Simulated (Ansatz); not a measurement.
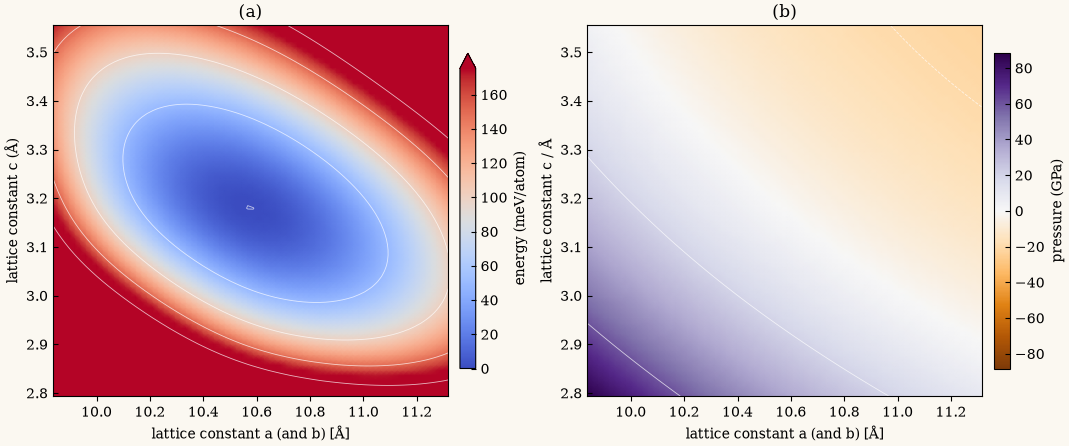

SnO₂ (I4/m, No. 87; 12 atoms in the cell). The energy is mapped over the lattice constants a and c of the conventional cell. Coordinates scanned: (1) lattice constant a (and b); (2) lattice constant c. Nothing is relaxed (fractional coordinates fixed). The grid has 5 × 5 points. Points are written as (first, second). All energies are given in meV/atom relative to the lowest grid point. Level of theory: Ansatz 0.2.0, DFT LDA, scalar-relativistic, plane waves, PAW. Settings: cutoff 520 eV, k-mesh 10×10×10, gaussian smearing 0.05 eV, no spin polarisation.

Panel (a) is the energy; panel (b) is the computed pressure, in GPa.

In the figure: a smooth colour map with a few white contour lines, one colour for all values above the top of the scale. Between grid points the surface is interpolated.

How does the pressure vary over the map, and what is it at the lowest grid point?

It runs from −22 GPa at (11.32 Å, 3.555 Å) to 88 GPa at (9.84 Å, 2.793 Å). At the lowest grid point, (10.58 Å, 3.174 Å), it is 0 GPa.

PAW datasets: the set soft_1.
